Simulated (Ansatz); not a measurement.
## Single-point calculation, with input and output: Al$_{63}$As (charge +1) (part 2 of 2)

Continued. System: Al$_{63}$As (defect cell, 64 atoms in the cell, total charge +1). Method: DFT PBE, scalar-relativistic, plane waves, PAW, spin-polarised (Ansatz 0.2.0); cutoff 420 eV, 2×2×2 k-mesh, Gaussian smearing of 0.05 eV, collinear spins. The structure derives from a Materials Project entry.

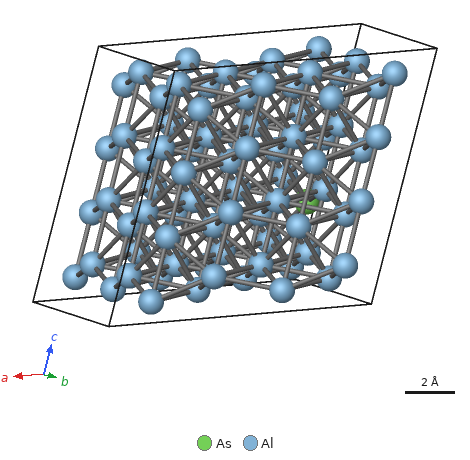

Figure 1. The structure as given in the input (ball-and-stick view of the cell of the calculation, seen at an oblique angle). An atom can appear more than once, as a periodic image.

### Output, continued
```
--- Forces (eV/Å), atoms counted from 1 ---
  atom   1  As    -0.00071170     0.00862589    -0.00231767
  atom   2  Al     0.00314621     0.00309153     0.00781294
  atom   3  Al    -0.00376454     0.01118665    -0.00491540
  atom   4  Al     0.00640656    -0.00189660    -0.00819543
  atom   5  Al    -0.00440889    -0.04385837    -0.01135015
  atom   6  Al    -0.03425239    -0.01845012    -0.01932943
  atom   7  Al    -0.00768502     0.01475773    -0.00695070
  atom   8  Al     0.00883139    -0.02311793     0.04075558
  atom   9  Al     0.00809499    -0.01442604    -0.00094872
  atom  10  Al     0.00016850    -0.01573437    -0.00032846
  atom  11  Al     0.00343245     0.00144055     0.00781904
  atom  12  Al    -0.02215002     0.00265670     0.01622823
  atom  13  Al     0.04312197     0.01866296     0.00347688
  atom  14  Al    -0.01853984    -0.01632855     0.00577825
  atom  15  Al     0.01639864    -0.00997876    -0.00419452
  atom  16  Al     0.00411064    -0.00437848    -0.00134322
  atom  17  Al     0.00810753    -0.01488094    -0.00271961
  atom  18  Al     0.01713750     0.02095472     0.00825163
  atom  19  Al     0.02835296     0.02417405    -0.01222122
  atom  20  Al     0.01623542    -0.00256719     0.00617358
  atom  21  Al     0.00745038    -0.04523839    -0.00943913
  atom  22  Al    -0.02694951     0.00956170    -0.00674511
  atom  23  Al    -0.01521391    -0.00169907     0.00575761
  atom  24  Al    -0.00290258     0.02462490     0.01162140
  atom  25  Al     0.00506872     0.00300831    -0.00216915
  atom  26  Al     0.00175453     0.01361269     0.01674046
  atom  27  Al     0.00287045    -0.03196925     0.01368219
  atom  28  Al     0.00261519     0.01465100     0.00888833
  atom  29  Al    -0.00441474    -0.00432042     0.01331349
  atom  30  Al    -0.00602425     0.00092051     0.00523786
  atom  31  Al    -0.02844643     0.01640027     0.00115875
  atom  32  Al     0.03307754     0.02910847    -0.00297914
  atom  33  Al     0.01312042    -0.01645556     0.00826705
  atom  34  Al    -0.02309101     0.00467596     0.00486917
  atom  35  Al    -0.00265277     0.02395780     0.01672617
  atom  36  Al    -0.03213530     0.01587144     0.00745202
  atom  37  Al     0.01943402     0.00083619    -0.01001877
  atom  38  Al     0.02237494    -0.00901505    -0.01147211
  atom  39  Al     0.00085965     0.01499177     0.01107599
  atom  40  Al     0.00796724     0.00096123    -0.00854859
  atom  41  Al    -0.00543270     0.00130885    -0.01695060
  atom  42  Al     0.04892744    -0.04425692     0.01018653
  atom  43  Al     0.00146431    -0.00487004    -0.00935441
  atom  44  Al    -0.00436643    -0.01106200    -0.00067752
  atom  45  Al    -0.01204519    -0.02251157    -0.00606264
  atom  46  Al    -0.01179308    -0.00008716    -0.01314771
  atom  47  Al    -0.02142688    -0.00966973     0.01160596
  atom  48  Al     0.00247878     0.01019555     0.01946814
  atom  49  Al    -0.03545044    -0.00097304    -0.00692702
  atom  50  Al     0.01696623     0.00065030    -0.02005263
  atom  51  Al     0.01991552     0.02719406     0.01377536
  atom  52  Al    -0.02319042     0.01637405     0.00101001
  atom  53  Al    -0.01463796    -0.04589295     0.01080704
  atom  54  Al    -0.00184127    -0.00544760    -0.00284961
  atom  55  Al    -0.03076141     0.02291554    -0.04327851
  atom  56  Al    -0.01567050     0.01987211     0.01390043
  atom  57  Al     0.00376906    -0.01298329    -0.03560365
  atom  58  Al     0.00828160     0.01465733    -0.00303085
  atom  59  Al     0.02065931     0.01320879    -0.00183546
  atom  60  Al    -0.00581055    -0.00553664    -0.01332563
  atom  61  Al     0.00105217     0.01484508    -0.00973671
  atom  62  Al    -0.00802958     0.01453026     0.00731823
  atom  63  Al     0.03384331     0.01114379    -0.01540930
  atom  64  Al    -0.01369564    -0.00802313     0.01527041
  max |Σ_I F_I| component: 5.94e-7 eV/Å
--- Band table (eV; the first three rows and the last of 16) ---
  k-point 0 ↑: bands = ["-28.1582", "-28.1579", "-28.1552", "-28.1547", "-28.1525", "-4.2794", "-2.8818", "-1.5751", "-1.5683", "-1.5673", "-1.4214", "-1.2143", "-1.1954", "-1.1928", "-1.1795", "-1.1775", "-1.1754", "-1.1618", "-0.3658", "-0.0603", "-0.0572", "-0.0081", "0.7061", "1.4076", "1.5360", "1.6841", "1.7242", "1.7448", "1.8346", "1.8418", "1.8536", "1.8540", "1.8618", "1.8667", "1.8729", "1.8751", "1.8803", "1.8862", "1.8987", "1.8998", "2.6013", "2.7702", "2.8648", "2.9070", "2.9313", "2.9391", "2.9545", "2.9869", "2.9915", "3.0069", "3.0328", "3.0796", "3.9337", "3.9755", "3.9863", "4.0356", "4.1530", "4.1578", "4.2099", "4.3605", "4.4398", "4.5258", "4.5939", "4.6628", "4.7159", "4.7337", "4.7893", "4.7995", "4.8195", "4.8224", "4.8339", "4.8661", "4.8698", "4.8724", "4.8763", "4.8838", "6.4641", "6.6430", "6.9511", "7.1145", "7.1863", "7.2826", "7.4456", "7.4864", "7.5751", "7.5761", "7.7314", "7.7370", "7.7470", "7.7507", "7.7582", "7.7629", "7.7665", "7.7688", "7.7699", "7.7730", "7.7770", "7.7822", "7.8035", "7.8158", "7.8225", "7.8260", "7.8323", "7.8411", "7.8460", "7.8509", "8.1257", "8.2717", "8.3640", "8.3879", "8.4886", "8.5037", "8.5391", "8.5417", "8.5469", "8.5596", "8.5673", "8.5835", "8.9851", "9.1863", "9.2648", "9.2987", "9.3089", "9.3254", "9.3418", "9.3487", "9.3962", "9.4205", "9.8816", "9.9261", "9.9764", "10.0970", "10.1018", "10.1356", "10.1430", "10.1615", "10.2081", "10.2880", "10.3664", "10.3867", "10.5287", "10.5751", "10.6936", "10.7458", "10.7868", "10.8001", "10.8049", "10.8145", "10.8303", "10.8352", "10.8374", "10.8418", "10.8567", "10.8756", "10.8787", "10.8857", "11.1555", "11.1687", "11.2266", "11.2282", "11.4317", "11.6171", "11.6560", "11.6759", "11.6846", "11.6983", "11.7266"]
  k-point 1 ↑: bands = ["-28.1582", "-28.1579", "-28.1552", "-28.1547", "-28.1525", "-4.2661", "-2.7205", "-2.4316", "-1.5806", "-1.5695", "-1.5664", "-1.3811", "-1.1972", "-1.1800", "-1.1659", "-0.6492", "-0.0865", "-0.0850", "-0.0444", "-0.0436", "-0.0309", "-0.0183", "-0.0118", "0.2771", "0.3298", "0.9761", "1.4321", "1.4344", "1.5100", "1.6380", "1.7463", "1.7666", "1.8334", "1.8659", "1.8665", "1.8704", "1.8792", "2.5063", "2.8107", "2.8443", "2.8920", "2.9807", "2.9974", "3.0110", "3.0274", "3.1461", "3.1560", "3.2568", "3.2671", "3.3132", "3.3232", "3.3439", "3.3489", "3.3493", "3.3560", "3.4348", "3.4976", "4.1238", "4.2512", "4.3475", "4.3830", "4.3858", "4.4737", "4.4834", "4.4906", "4.6834", "4.7261", "4.7607", "4.8042", "5.6196", "5.7610", "5.8943", "6.1372", "6.1963", "6.2798", "6.3849", "6.3893", "6.3997", "6.4018", "6.4032", "6.4152", "6.7099", "6.7362", "6.8514", "6.9120", "6.9238", "6.9396", "7.1895", "7.2010", "7.3494", "7.3534", "7.4230", "7.4637", "7.5122", "7.5251", "7.5537", "7.6525", "7.6739", "7.7356", "7.8048", "7.8087", "7.8235", "7.8262", "7.8276", "7.8298", "7.8325", "7.8410", "7.9770", "8.0427", "8.0616", "8.0709", "8.3144", "8.4019", "8.4406", "8.4778", "8.4922", "8.4954", "8.5172", "8.5181", "9.0110", "9.1459", "9.1772", "9.2895", "9.2938", "9.2974", "9.3013", "9.3063", "9.9138", "10.1243", "10.1392", "10.1645", "10.2147", "10.2401", "10.2489", "10.3738", "10.4896", "10.6131", "10.6552", "10.6669", "10.7911", "10.8446", "10.8655", "10.8720", "11.0312", "11.0886", "11.3796", "11.3888", "11.4032", "11.4057", "11.4171", "11.4340", "11.4391", "11.5680", "11.6101", "11.6339", "11.7098", "11.9441", "11.9803", "12.0596", "12.0641", "12.0850", "12.1067", "12.1095", "12.1134", "12.1387", "12.2212", "12.2472"]
  k-point 2 ↑: bands = ["-28.1582", "-28.1579", "-28.1552", "-28.1547", "-28.1525", "-4.2617", "-2.6257", "-2.4019", "-1.8718", "-1.8528", "-1.8464", "-1.4310", "-1.0998", "-0.8493", "-0.3546", "-0.3449", "-0.3284", "-0.3171", "-0.3031", "0.0488", "0.3675", "0.3814", "0.4431", "0.4493", "0.4517", "0.4549", "0.4612", "1.0457", "1.1578", "1.4951", "1.7732", "1.8705", "1.9205", "1.9535", "1.9561", "1.9608", "1.9621", "1.9710", "1.9770", "2.4700", "2.5818", "2.6190", "2.6547", "2.6981", "2.7046", "2.7123", "2.7215", "3.7052", "3.8919", "3.9013", "4.0334", "4.1331", "4.1448", "4.1580", "4.1671", "4.1748", "4.1950", "4.2027", "4.2292", "4.5905", "4.6538", "4.7212", "4.7901", "4.8316", "4.8540", "4.8596", "4.8681", "4.8755", "4.8939", "4.9359", "4.9479", "5.4825", "5.5892", "5.7162", "5.7313", "5.7405", "5.8044", "6.1825", "6.2730", "6.3382", "6.3890", "6.4213", "6.4723", "6.4899", "6.5245", "6.5407", "6.5503", "6.7873", "6.9376", "6.9649", "6.9924", "7.0166", "7.0705", "7.1025", "7.1218", "7.1547", "7.1781", "7.1941", "7.1987", "7.8407", "7.8851", "8.0531", "8.0632", "8.3801", "8.4401", "8.4680", "8.5340", "8.6199", "8.6224", "8.6507", "8.6925", "8.7804", "8.7964", "8.7996", "8.8307", "8.9183", "8.9265", "8.9965", "9.0055", "9.1480", "9.2059", "9.2451", "9.2489", "9.2855", "9.2915", "9.4091", "9.4117", "9.5133", "9.5301", "9.5641", "9.5954", "10.2268", "10.3265", "10.3817", "10.4385", "10.6642", "10.7381", "10.8322", "10.9110", "10.9212", "10.9870", "11.0157", "11.0524", "11.0561", "11.0760", "11.0865", "11.0931", "11.2863", "11.3481", "11.3848", "11.4471", "11.4545", "11.4576", "11.4676", "11.4856", "11.5173", "11.5922", "11.7624", "11.8465", "12.1029", "12.2936", "12.3223", "12.3597", "12.4805", "12.4896", "12.4932", "12.5096"]
  k-point 7 ↓: bands = ["-28.1582", "-28.1579", "-28.1552", "-28.1547", "-28.1525", "-4.2573", "-2.3516", "-2.3359", "-2.3280", "-2.0776", "-1.9613", "-1.4146", "-0.4583", "-0.4340", "-0.4307", "-0.4283", "-0.4121", "-0.4050", "-0.4020", "0.1322", "0.6483", "0.6702", "0.7165", "0.7207", "0.7351", "0.7368", "0.7576", "0.9445", "1.0386", "1.0645", "1.0679", "1.1029", "1.1094", "1.1285", "1.1323", "1.9448", "2.0240", "2.2085", "2.2202", "2.2225", "2.2391", "2.2400", "2.2417", "3.3449", "3.5450", "3.6084", "3.7487", "3.8273", "3.9463", "3.9669", "4.0199", "4.0733", "4.0801", "4.1292", "4.2192", "4.5057", "4.6795", "4.7532", "4.7907", "4.8441", "4.8576", "4.8619", "4.8640", "4.8785", "5.1077", "5.1570", "5.1889", "5.2000", "5.3898", "5.4177", "5.4329", "5.4520", "5.5163", "5.5997", "5.6023", "5.6100", "5.6296", "5.6308", "5.6340", "5.6370", "5.6698", "5.6794", "5.6958", "5.8756", "5.9077", "5.9706", "5.9759", "6.5658", "6.5806", "6.6041", "6.7093", "6.7108", "6.7229", "6.7303", "6.7389", "6.8220", "6.9455", "7.8455", "7.9523", "8.0065", "8.0275", "8.1452", "8.1578", "8.1792", "8.1817", "8.4376", "8.4545", "8.6519", "8.6653", "8.6714", "8.6790", "8.6821", "8.6861", "9.0322", "9.0757", "9.2492", "9.2887", "9.4600", "9.4739", "9.5159", "9.6283", "9.6467", "9.6873", "9.8831", "9.9075", "9.9138", "9.9173", "9.9239", "9.9414", "10.0276", "10.0607", "10.0727", "10.1173", "10.3479", "10.4046", "10.5260", "10.5324", "10.5707", "10.6447", "10.6661", "10.6734", "10.6885", "10.6894", "10.7008", "10.8941", "11.1054", "11.1780", "11.2332", "11.2544", "11.2751", "11.3696", "11.3860", "11.4243", "11.5089", "11.5637", "11.5717", "11.6393", "11.6457", "11.6501", "11.6770", "11.6905", "12.0909", "12.1849", "12.2794", "12.2861", "12.3099", "12.3164"]
--- Löwdin populations: 64 sites ---
  site symbol       q [e]    m [muB]
     0     As     15.0049     0.0000
     1     Al      2.9424     0.0000
     2     Al      2.9382    -0.0000
     3     Al      2.9421     0.0000
     4     Al      2.9364     0.0000
     5     Al      2.9362    -0.0000
     6     Al      2.9450     0.0000
     7     Al      2.9300     0.0000
     8     Al      2.9214    -0.0000
     9     Al      2.9303     0.0000
    10     Al      2.9384    -0.0000
    11     Al      2.9385     0.0000
    12     Al      2.9346    -0.0000
    13     Al      2.9387     0.0000
    14     Al      2.9418     0.0000
    15     Al      2.9358     0.0000
    16     Al      2.9426     0.0000
    17     Al      2.9336    -0.0000
    18     Al      2.9376     0.0000
    19     Al      2.9326    -0.0000
    20     Al      2.9371     0.0000
    21     Al      2.9351    -0.0000
    22     Al      2.9388    -0.0000
    23     Al      2.9443     0.0000
    24     Al      2.9353    -0.0000
    25     Al      2.9385     0.0000
    26     Al      2.9347    -0.0000
    27     Al      2.9385     0.0000
    28     Al      2.9375    -0.0000
    29     Al      2.9363     0.0000
    30     Al      2.9357    -0.0000
    31     Al      2.9375     0.0000
    32     Al      2.9328    -0.0000
    33     Al      2.9423     0.0000
    34     Al      2.9426     0.0000
    35     Al      2.9344     0.0000
    36     Al      2.9316    -0.0000
    37     Al      2.9325    -0.0000
    38     Al      2.9396     0.0000
    39     Al      2.9415    -0.0000
    40     Al      2.9423    -0.0000
    41     Al      2.9337    -0.0000
    42     Al      2.9388     0.0000
    43     Al      2.9367     0.0000
    44     Al      2.9366     0.0000
    45     Al      2.9377     0.0000
    46     Al      2.9375     0.0000
    47     Al      2.9362     0.0000
    48     Al      2.9370     0.0000
    49     Al      2.9334    -0.0000
    50     Al      2.9416    -0.0000
    51     Al      2.9347     0.0000
    52     Al      2.9417    -0.0000
    53     Al      2.9417    -0.0000
    54     Al      2.9392     0.0000
    55     Al      2.9405     0.0000
    56     Al      2.9397     0.0000
    57     Al      2.9378     0.0000
    58     Al      2.9378     0.0000
    59     Al      2.9381     0.0000
    60     Al      2.9374     0.0000
    61     Al      2.9377     0.0000
    62     Al      2.9411    -0.0000
    63     Al      2.9333    -0.0000
  spilling = 0.014483 (of n_electrons = 203.000000)
--- Bader charges: 64 sites ---
  site symbol  charge [e]  shift [e]    m [muB]
     0     As     -1.2716     0.0046     0.0000
     1     Al      0.0067     0.0000     0.0000
     2     Al      0.0308     0.0000     0.0000
     3     Al      0.0072     0.0000     0.0000
     4     Al      0.0162     0.0000     0.0000
     5     Al      0.1190     0.0006     0.0000
     6     Al      0.0161     0.0000     0.0000
     7     Al      0.0410     0.0000     0.0000
     8     Al      0.0566     0.0000     0.0000
     9     Al      0.0398     0.0000     0.0000
    10     Al      0.1022     0.0005     0.0000
    11     Al      0.0160     0.0000     0.0000
    12     Al      0.0276     0.0000     0.0000
    13     Al      0.0159     0.0000     0.0000
    14     Al      0.0275     0.0000     0.0000
    15     Al      0.0257     0.0000     0.0000
    16     Al      0.0256     0.0000     0.0000
    17     Al      0.1364     0.0006     0.0000
    18     Al      0.0152     0.0000     0.0000
    19     Al      0.0337     0.0000     0.0000
    20     Al      0.0162     0.0000     0.0000
    21     Al      0.0288     0.0000     0.0000
    22     Al      0.1085     0.0005     0.0000
    23     Al      0.0183     0.0000     0.0000
    24     Al      0.1265     0.0005     0.0000
    25     Al      0.0160     0.0000     0.0000
    26     Al      0.0273     0.0000     0.0000
    27     Al      0.0156     0.0000     0.0000
    28     Al      0.1122     0.0005     0.0000
    29     Al      0.0260     0.0000     0.0000
    30     Al      0.0261     0.0000     0.0000
    31     Al      0.0147     0.0000     0.0000
    32     Al      0.0805     0.0002     0.0000
    33     Al      0.0186     0.0000     0.0000
    34     Al      0.0174     0.0000     0.0000
    35     Al      0.0217     0.0000     0.0000
    36     Al      0.0856     0.0003     0.0000
    37     Al      0.0806     0.0002     0.0000
    38     Al      0.0298     0.0000     0.0000
    39     Al      0.0105     0.0000     0.0000
    40     Al      0.0089     0.0000     0.0000
    41     Al      0.0706     0.0001     0.0000
    42     Al      0.0187     0.0000     0.0000
    43     Al      0.0237     0.0000     0.0000
    44     Al      0.0239     0.0000     0.0000
    45     Al      0.0216     0.0000     0.0000
    46     Al      0.0202     0.0000     0.0000
    47     Al      0.0206     0.0000     0.0000
    48     Al      0.0188     0.0000     0.0000
    49     Al      0.0771     0.0003     0.0000
    50     Al      0.0078     0.0000     0.0000
    51     Al      0.0209     0.0000     0.0000
    52     Al      0.0097     0.0000     0.0000
    53     Al      0.0094     0.0000     0.0000
    54     Al      0.0304     0.0000     0.0000
    55     Al      0.0266     0.0000     0.0000
    56     Al      0.0281     0.0000     0.0000
    57     Al      0.0224     0.0000     0.0000
    58     Al      0.0223     0.0000     0.0000
    59     Al      0.0202     0.0000     0.0000
    60     Al      0.0216     0.0000     0.0000
    61     Al      0.0194     0.0000     0.0000
    62     Al      0.0100     0.0000     0.0000
    63     Al      0.0789     0.0003     0.0000
  estimated error of the sums over rays = 7.4e-4 e
```
